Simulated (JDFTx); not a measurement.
## HfN: single-point calculation at one volume of an equation of state

System: HfN (2 atoms in the cell).
Method: Kohn-Sham DFT of a periodic cell, PBE, PseudoDojo-SR-PBE-0.5-standard, no spin polarisation (JDFTx 1.7.0 (patched build)).

The structure derives from an entry of the Crystallography Open Database. It belongs to a series of runs on one base structure; here: volume scaled by 1.02.

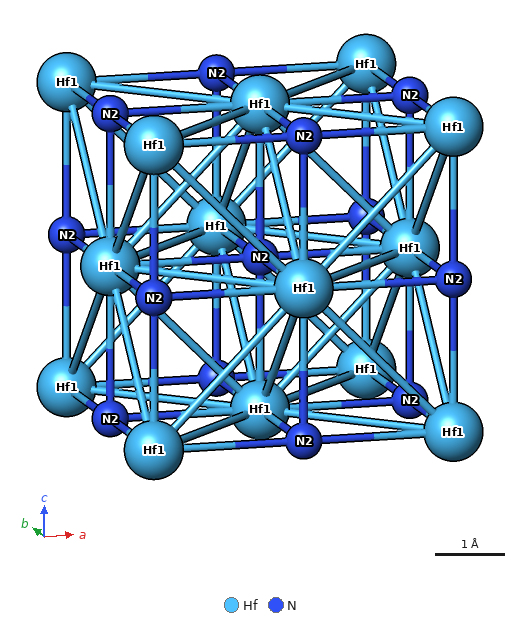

Figure 1. The input geometry (ball-and-stick view of the cell 4 times as large as that of the calculation, set on its symmetry axes, seen slightly off an axis; atoms are numbered from 1 in the order of the input). Near neighbours in the crystal (not all of them lie inside the picture): Hf has 12 Hf at 3.21 Å and 6 N at 2.27 Å; N has 6 Hf at 2.27 Å.

**Summary**

| quantity | value |
| --- | --- |
| outcome | converged |
| space group (tolerance 0.01 Å) | Fm-3m (225) |
| electrons treated | 17 |
| free energy | −1637.7568 eV |
| Fermi energy | 18.511 eV |
| gap on the k-point mesh | none (metallic) |
| pressure | 0.41 GPa |
| largest force (length of the vector) | under 0.001 eV/Å |
| hardware | 1 thread of AMD EPYC (Zen 5), 16 GiB of memory available, shared host |
| wall time | 21 s |
| peak memory | 0.11 GiB |

**Remarks**

Spin–orbit coupling is left out, which matters for Hf. The cell holds an odd number of electrons but the run has no spin polarisation, so it comes out as a metal.

**Input file**
```
lattice \
    0.0000000000     4.2914562192     4.2914562192 \
    4.2914562192     0.0000000000     4.2914562192 \
    4.2914562192     4.2914562192     0.0000000000
coords-type Lattice
ion Hf     0.0000000000     0.0000000000     0.0000000000 1
ion N      0.5000000000     0.5000000000     0.5000000000 1

ion-species pseudo/Hf.upf
ion-species pseudo/N.upf
elec-cutoff 42
elec-ex-corr gga-PBE
kpoint-folding 10 10 10
elec-smearing Fermi 0.0018374661
elec-n-bands 14
electronic-SCF nIterations 100 energyDiffThreshold 1e-08
electronic-minimize nIterations 30 energyDiffThreshold 1e-7
forces-output-coords Cartesian

dump-name run.$VAR
dump End Ecomponents EigStats BandEigs Kpoints Forces Stress ElecDensity Dtot KEdensity
```

Launch command:
```bash
jdftx -c 1 -i HfN.in -o HfN.out
```

**Log**
```
*************** JDFTx 1.7.0 (patched build) ***************

Input parsed successfully to the following command list (including defaults):
[... the input with its defaults ...]

---------- Setting up symmetries ----------

Found 48 point-group symmetries of the bravais lattice
Found 48 space-group symmetries with basis
Applied RMS atom displacement 0 bohrs to make symmetries exact.

---------- Initializing the Grid ----------
R =
[            0      4.29146      4.29146  ]
[      4.29146            0      4.29146  ]
[      4.29146      4.29146            0  ]
unit cell volume = 158.068
G =
[  -0.732057   0.732057   0.732057  ]
[   0.732057  -0.732057   0.732057  ]
[   0.732057   0.732057  -0.732057  ]
Minimum fftbox size, Smin = [  36  36  36  ]
Chosen fftbox size, S = [  36  36  36  ]

---------- Exchange Correlation functional ----------
Initalized PBE GGA exchange.
Initalized PBE GGA correlation.

---------- Setting up pseudopotentials ----------
Width of ionic core gaussian charges (only for fluid interactions / plotting) set to 0

Reading pseudopotential file 'pseudo/Hf.upf':
  'Hf' pseudopotential, 'PBE' functional
  Generated using ONCVPSP code by D. R. Hamann
  12 valence electrons, 4 orbitals, 8 projectors, 1001 radial grid points, with lMax = 3
    5S    l: 0   occupation:  2.0   eigenvalue: -2.462799
    5P    l: 1   occupation:  6.0   eigenvalue: -1.307320
    5D    l: 2   occupation:  2.0   eigenvalue: -0.098817
    6S    l: 0   occupation:  2.0   eigenvalue: -0.187732
  Core radius for overlap checks: 2.38 bohrs.

Reading pseudopotential file 'pseudo/N.upf':
  'N' pseudopotential, 'PBE' functional
  Generated using ONCVPSP code by D. R. Hamann
  5 valence electrons, 2 orbitals, 4 projectors, 1001 radial grid points, with lMax = 1
    2S    l: 0   occupation:  2.0   eigenvalue: -0.682907
    2P    l: 1   occupation:  3.0   eigenvalue: -0.260548
  Core radius for overlap checks: 1.31 bohrs.

Initialized 2 species with 2 total atoms.

Folded 1 k-points by 10x10x10 to 1000 k-points.

---------- Setting up k-points, bands, fillings ----------
Reduced to 47 k-points under symmetry.
Computing the number of bands and number of electrons
Calculating initial fillings.
nElectrons:  17.000000   nBands: 14   nStates: 47

----- Setting up reduced wavefunction bases (one per k-point) -----
average nbasis = 2055.061 , ideal nbasis = 2055.001

---------- Setting up ewald sum ----------
Optimum gaussian width for ewald sums = 1.949105 bohr.
Real space sum over 1331 unit cells with max indices [  5  5  5  ]
Reciprocal space sum over 2197 terms with max indices [  6  6  6  ]

---------- Allocating electronic variables ----------
Initializing wave functions:  linear combination of atomic orbitals
Hf pseudo-atom occupations:   s ( 2 2 )  p ( 6 )  d ( 2 )
N pseudo-atom occupations:   s ( 2 )  p ( 3 )
	FillingsUpdate:  mu: +0.727865911  nElectrons: 17.000000
LCAOMinimize: Iter:   0  F: -59.9684199979773993  |grad|_K:  9.198e-03  alpha:  1.000e+00
	FillingsUpdate:  mu: +0.705316542  nElectrons: 17.000000
LCAOMinimize: Iter:   1  F: -60.1183668798967616  |grad|_K:  3.506e-03  alpha:  2.227e-01  linmin: -3.867e-01  cgtest:  8.794e-01
LCAOMinimize: Encountered beta<0, resetting CG.
[... 10 lines of inner loops ...]
	FillingsUpdate:  mu: +0.701970287  nElectrons: 17.000000
LCAOMinimize: Iter:   7  F: -60.1385054904118661  |grad|_K:  1.917e-08  alpha:  8.156e-01  linmin: -1.315e-02  cgtest:  4.357e-02
LCAOMinimize: Encountered beta<0, resetting CG.
LCAOMinimize: Converged (|Delta F|<1.000000e-06 for 2 iters).

-------- Electronic minimization -----------
Will mix electronic density at each iteration.
	FillingsUpdate:  mu: +0.701970287  nElectrons: 17.000000
	FillingsUpdate:  mu: +0.686319928  nElectrons: 17.000000
SCF: Cycle:  0   F: -60.182380818391074   dF: -4.388e-02   |Residual|: 7.839e-02   |deigs|: 1.732e-02
	FillingsUpdate:  mu: +0.682503618  nElectrons: 17.000000
SCF: Cycle:  1   F: -60.186012500014307   dF: -3.632e-03   |Residual|: 2.317e-02   |deigs|: 8.434e-03
	FillingsUpdate:  mu: +0.681338798  nElectrons: 17.000000
SCF: Cycle:  2   F: -60.186409853667456   dF: -3.974e-04   |Residual|: 1.341e-02   |deigs|: 4.071e-03
	FillingsUpdate:  mu: +0.680130694  nElectrons: 17.000000
SCF: Cycle:  3   F: -60.186450745450585   dF: -4.089e-05   |Residual|: 2.201e-03   |deigs|: 2.574e-03
	FillingsUpdate:  mu: +0.680371354  nElectrons: 17.000000
SCF: Cycle:  4   F: -60.186451723270764   dF: -9.778e-07   |Residual|: 1.056e-03   |deigs|: 5.808e-04
	FillingsUpdate:  mu: +0.680265865  nElectrons: 17.000000
SCF: Cycle:  5   F: -60.186452189314529   dF: -4.660e-07   |Residual|: 2.067e-04   |deigs|: 2.268e-04
	FillingsUpdate:  mu: +0.680271895  nElectrons: 17.000000
SCF: Cycle:  6   F: -60.186452212118638   dF: -2.280e-08   |Residual|: 1.122e-04   |deigs|: 2.517e-05
	FillingsUpdate:  mu: +0.680283599  nElectrons: 17.000000
SCF: Cycle:  7   F: -60.186452218159936   dF: -6.041e-09   |Residual|: 2.102e-05   |deigs|: 2.770e-05
	FillingsUpdate:  mu: +0.680283427  nElectrons: 17.000000
SCF: Cycle:  8   F: -60.186452218807020   dF: -6.471e-10   |Residual|: 1.300e-05   |deigs|: 1.586e-05
SCF: Converged (|Delta E|<1.000000e-08 for 2 iters).

Setting wave functions to eigenvectors of Hamiltonian

# Stress tensor in Cartesian coordinates [Eh/a0^3]:
[ -1.38211e-05            0            0  ]
[            0 -1.38211e-05            0  ]
[            0            0 -1.38211e-05  ]

# Ionic positions in lattice coordinates:
ion Hf   0.000000000000000   0.000000000000000   0.000000000000000 1
ion N   0.500000000000000   0.500000000000000   0.500000000000000 1

# Forces in Cartesian coordinates:
force Hf   0.000000000000000   0.000000000000000  -0.000000000000000 1
force N  -0.000000000000000   0.000000000000000  -0.000000000000000 1

# Energy components:
   Eewald =      -52.7565464058106031
       EH =        6.8932746912555922
     Eloc =      -27.0523093401838750
      Enl =        1.7607964451186167
      Exc =      -17.4071930915760831
 Exc_core =        6.7259390124009251
       KE =       21.6498284416171671
-------------------------------------
     Etot =      -60.1862102471782592
       TS =        0.0002419716287621
-------------------------------------
        F =      -60.1864522188070197

IonicMinimize: Iter:   0  F: -60.186452218807020  |grad|_K:  2.384e-41
IonicMinimize: Converged (|grad|_K<1.000000e-04).

#--- Lowdin population analysis ---
# oxidation-state Hf +0.734
# oxidation-state N -0.682

Dumping 'run.eigStats' ...
	eMin: -1.629242 at state 0 ( [ +0.000000 +0.000000 +0.000000 ] spin 0 )
	HOMO: +0.678579 at state 25 ( [ +0.000000 +0.300000 -0.400000 ] spin 0 )
	mu  : +0.680283
	LUMO: +0.680804 at state 14 ( [ +0.000000 +0.100000 -0.100000 ] spin 0 )
	eMax: +1.063815 at state 26 ( [ +0.000000 +0.300000 -0.300000 ] spin 0 )
	HOMO-LUMO gap: +0.002224
	Optical gap  : +0.048960 at state 6 ( [ +0.000000 +0.100000 +0.100000 ] spin 0 )
Done!
```
